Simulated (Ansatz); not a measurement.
Al4Ni

The calculation's input:

```
crystal:
  lattice:
    - [4.071009787, 0.0, 0.0]
    - [0.0, 4.071009787, 0.0]
    - [0.0, 0.0, 9.5118944678]
  atoms:
    - { symbol: Al, position: [0.0, 0.0, 0.0] }
    - { symbol: Al, position: [0.5, 0.5, 0.0] }
    - { symbol: Al, position: [0.0, 0.5, 0.5014910256] }
    - { symbol: Al, position: [0.5, 0.0, 0.4985089744] }
    - { symbol: Al, position: [0.0, 0.0, 0.2905286261] }
    - { symbol: Al, position: [0.5, 0.5, 0.2905286261] }
    - { symbol: Al, position: [0.5, 0.5, 0.7094713739] }
    - { symbol: Al, position: [0.0, 0.0, 0.7094713739] }
    - { symbol: Ni, position: [0.0, 0.5, 0.1503617094] }
    - { symbol: Ni, position: [0.5, 0.0, 0.8496382906] }
basis:
  ecutwfc: 500
kpoints:
  mp_grid: { grid: [8, 8, 4] }
  band_path:
    path:
      - [[0.0, 0.0, 0.0], [0.0, 0.5, 0.0], [0.5, 0.5, 0.0], [0.0, 0.0, 0.0], [0.0, 0.0, 0.5], [0.0, 0.5, 0.5], [0.5, 0.5, 0.5], [0.0, 0.0, 0.5]]
      - [[0.0, 0.5, 0.0], [0.0, 0.5, 0.5]]
      - [[0.5, 0.5, 0.0], [0.5, 0.5, 0.5]]
    npoints: 14
hamiltonian:
  xc: r2scan
scf:
  occupations: { method: gaussian, width: 0.1 }
  n_extra_bands: 25
output:
  forces: true
  stress: true
  eigenvalues: true
  populations: true
  dos: { projected: true, de: 0.02, nscf_kmesh: { grid: [10, 10, 5] } }
  bader: true
  write_density: true
  write_potential: true
  elf: true
  volumetric_format: npy
```

Launched as:

```sh
ansatz run input.yaml --threads 1 --pin off --max-ram 2560MiB --backend cpu --events-out ev --progress --plain --runs-dir out
```

Below, planes, directions and counts refer to the conventional cell (a = 4.07 Å, b = 4.07 Å, c = 9.51 Å, α = 90.00°, β = 90.00°, γ = 90.00°).

Space group P4/nmm; a generated structure, not necessarily the stable one; computed pressure about −3 GPa in this cell; computed without spin polarisation.

Computed with DFT r2SCAN, scalar-relativistic, plane waves, PAW (Ansatz).

In a PAW calculation such maps are meaningful between the atoms, not at the nuclei.

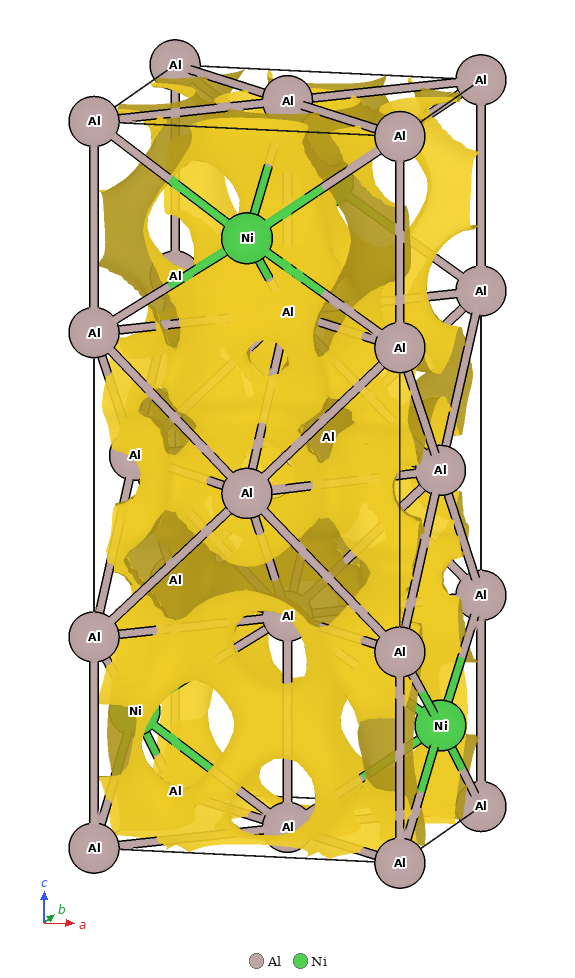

Figure 1. Isosurface of the electron localisation function at 0.55 (yellow), seen slightly off an axis. Core shells and regions of very low density are left out. Sticks mark near contacts.

> What do the ELF domains correspond to?

The ELF exceeds this value in one network that runs through the whole crystal, counted in one cell of 10 atoms. Any copies at cell faces, edges or corners count once. Profiles from the grid: Al–Ni (2.43 Å): the ELF peaks at about 0.65 between the atoms. Al–Al (2.76 Å): the ELF peaks at about 0.65 between the atoms.

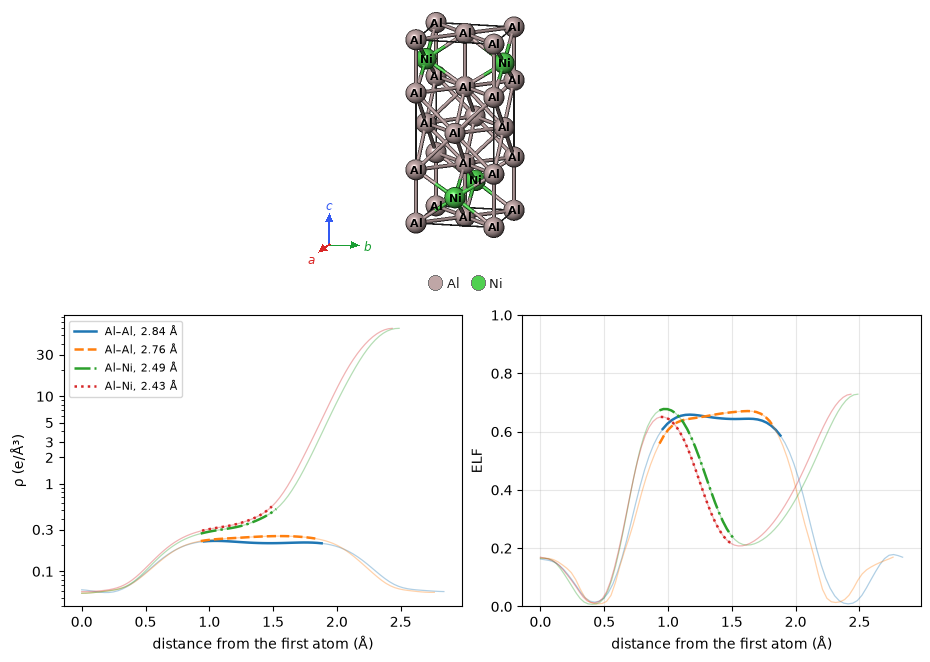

Figure 2. Valence electron density and electron localisation function along straight lines between neighbouring atoms. Thin, pale parts lie inside the atomic spheres. The structure is drawn too.

> What can be read from the curves?

Al–Al (2.84 Å): ρ at the midpoint is about 0.21 e/Å³; the ELF peaks at about 0.65 between the atoms.
Al–Al (2.76 Å): ρ is about 0.25 e/Å³ halfway; the ELF peaks at about 0.65 between the atoms.
Al–Ni (2.49 Å): ρ is about 0.33 e/Å³ halfway; the ELF peaks at about 0.70 between the atoms.
Al–Ni (2.43 Å): ρ at the midpoint is about 0.35 e/Å³; the ELF peaks at about 0.65 between the atoms.

> Which way does charge flow, and how much by Bader's partition?

Electrons move from Al towards Ni. Bader charges: Al −0.05 to +1.64 and Ni −3.29 e.

> Metal or insulator at this level of theory?

It is metallic or semimetallic at this level of theory: no gap opens.
